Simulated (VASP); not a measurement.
# Al: a changed input and its effect

System: Al (P6₃/mmc, 2 atoms in the cell).
Method of run A: Kohn-Sham DFT of a periodic cell, r2SCAN with rVV10, VASP PAW PBE potentials, recommended, no spin polarisation (VASP 6.6.1).

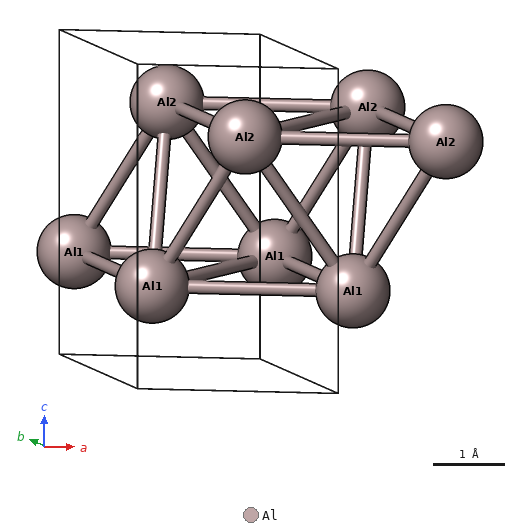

Figure 1. The structure as given in the input (ball-and-stick view of the cell of the calculation, repeated 2 × 2 × 1, seen slightly off an axis; atoms are numbered from 1 in the order of the input). An atom can appear more than once, as a periodic image.

### INCAR, run A
```
  ALGO = Normal
  BPARAM = 11.95
  CPARAM = 0.0093
  EDIFF = 1E-7
  EDIFFG = -0.005
  ENCUT = 600
  IBRION = 2
  ISIF = 3
  ISMEAR = 0
  IVDW_NL = 2
  LASPH = True
  LCHARG = False
  LMIXTAU = True
  LREAL = False
  LUSE_VDW = True
  LWAVE = False
  METAGGA = R2SCAN
  NELM = 100
  NSW = 90
  PREC = Accurate
  SIGMA = 0.1
```

### KPOINTS, run A
```
k-points
0
Gamma
  18 18 10
```

### POSCAR, run A
```
Al
1.0
    2.8633495100      0.0000000000      0.0000000000
   -1.4316747500      2.4797334100      0.0000000000
    0.0000000000      0.0000000000      4.6758497400
Al
2
Direct
    0.3333333300      0.6666666700      0.2500000000
    0.6666666700      0.3333333300      0.7500000000
```

Command:
```bash
cat potpaw_PBE.64/Al/POTCAR > POTCAR
mpirun -np 1 vasp_std > vasp.out
```

Hardware: 1 thread of Intel Xeon (Granite Rapids), 64 GiB of memory available, shared host.

### OSZICAR and lines of OUTCAR (run A)
```
N       E                     dE             d eps       ncg     rms          rms(c)
DAV:   1    -0.511111906559E+01   -0.51111E+01   -0.26766E+03  3115   0.791E+02
DAV:   2    -0.135384771975E+02   -0.84274E+01   -0.80418E+01  4158   0.551E+01
DAV:   3    -0.136321201997E+02   -0.93643E-01   -0.84430E-01  4508   0.711E+00
DAV:   4    -0.136324926906E+02   -0.37249E-03   -0.37236E-03  4417   0.405E-01
DAV:   5    -0.136324946127E+02   -0.19221E-05   -0.19227E-05  4459   0.234E-02    0.420E+00
DAV:   6    -0.132515364148E+02    0.38096E+00   -0.13855E-01  4214   0.243E+00    0.265E+00
DAV:   7    -0.132480056779E+02    0.35307E-02   -0.12255E-02  3668   0.165E+00    0.595E-01
[...]
DAV:   4    -0.132654303216E+02    0.34427E-07   -0.12309E-06  3563   0.962E-03    0.616E-04
DAV:   5    -0.132654301626E+02    0.15894E-06   -0.35818E-07  3290   0.537E-03    0.291E-04
DAV:   6    -0.132654301622E+02    0.43747E-09   -0.25289E-08  1624   0.162E-03
   7 F= -.13265430E+02 E0= -.13263178E+02  d E =-.194616E-03
       N       E                     dE             d eps       ncg     rms          rms(c)
DAV:   1    -0.132654332747E+02   -0.31120E-05   -0.63294E-05  4319   0.446E-02    0.412E-03
DAV:   2    -0.132654329598E+02    0.31490E-06   -0.44786E-07  3542   0.597E-03    0.245E-03
DAV:   3    -0.132654327977E+02    0.16203E-06   -0.46717E-07  3507   0.362E-03    0.189E-04
DAV:   4    -0.132654327977E+02    0.80490E-10   -0.44912E-08  1673   0.189E-03
   8 F= -.13265433E+02 E0= -.13263203E+02  d E =-.197251E-03
[... from OUTCAR:]
  free energy    TOTEN  =       -13.26543280 eV
  energy without entropy =      -13.26097249  energy(sigma->0) =      -13.26320264
 E-fermi :   8.4112     XC(G=0): -11.0581     alpha+bet :-15.4345
  free  energy   TOTEN  =       -13.2654327977 eV
  energy  without entropy=      -13.2609724916  energy(sigma->0) =      -13.26320264
```

For run B the input was changed thus:
```diff
-  BPARAM = 11.95
-  CPARAM = 0.0093
-  IVDW_NL = 2
-  LUSE_VDW = True
```

Predict how the results change.

The total energies belong to different models, so their difference says nothing on which is more stable or more accurate. The volume per atom goes from 15.90 to 15.95 Å³. The SCF takes 59 iterations over all geometry steps against 58. On the same kind of shared host run B took about 0.64 times as long.

### OSZICAR and lines of OUTCAR (run B)
```
N       E                     dE             d eps       ncg     rms          rms(c)
DAV:   1    -0.524282573416E+01   -0.52428E+01   -0.26767E+03  3115   0.791E+02
DAV:   2    -0.136711621874E+02   -0.84283E+01   -0.80429E+01  4158   0.551E+01
DAV:   3    -0.137648561902E+02   -0.93694E-01   -0.84478E-01  4508   0.711E+00
DAV:   4    -0.137652297606E+02   -0.37357E-03   -0.37343E-03  4424   0.406E-01
DAV:   5    -0.137652316951E+02   -0.19345E-05   -0.19352E-05  4459   0.235E-02    0.417E+00
DAV:   6    -0.133849991078E+02    0.38023E+00   -0.13971E-01  4214   0.244E+00    0.263E+00
DAV:   7    -0.133821577429E+02    0.28414E-02   -0.12533E-02  3668   0.167E+00    0.598E-01
[...]
DAV:   4    -0.133972943710E+02    0.42411E-07   -0.10949E-06  3577   0.907E-03    0.577E-04
DAV:   5    -0.133972942339E+02    0.13716E-06   -0.31945E-07  3234   0.507E-03    0.275E-04
DAV:   6    -0.133972942344E+02   -0.48544E-09   -0.23629E-08  1617   0.157E-03
   7 F= -.13397294E+02 E0= -.13395034E+02  d E =-.193140E-03
       N       E                     dE             d eps       ncg     rms          rms(c)
DAV:   1    -0.133972971544E+02   -0.29205E-05   -0.60837E-05  4319   0.437E-02    0.405E-03
DAV:   2    -0.133972968563E+02    0.29811E-06   -0.42790E-07  3535   0.585E-03    0.242E-03
DAV:   3    -0.133972966987E+02    0.15754E-06   -0.44132E-07  3486   0.354E-03    0.183E-04
DAV:   4    -0.133972967003E+02   -0.15250E-08   -0.42702E-08  1652   0.185E-03
   8 F= -.13397297E+02 E0= -.13395058E+02  d E =-.195605E-03
[... from OUTCAR:]
  free energy    TOTEN  =       -13.39729670 eV
  energy without entropy =      -13.39281847  energy(sigma->0) =      -13.39505759
 E-fermi :   8.3871     XC(G=0): -11.0400     alpha+bet :-15.3875
  free  energy   TOTEN  =       -13.3972967003 eV
  energy  without entropy=      -13.3928184719  energy(sigma->0) =      -13.39505759
```

### The two runs side by side

```tsv
quantity	run A	run B
outcome	converged	converged
free energy per atom (eV)	−6.6327	−6.6986
energy per atom, smearing taken to zero (eV)	−6.6316	−6.6975
gap on the mesh (eV)	0.00	0.00
pressure (GPa)	−0.03	−0.03
volume per atom (Å³)	15.90	15.95
largest force (eV/Å)	0.000	0.000
SCF iterations	58	59
irreducible k-points	222	222
```
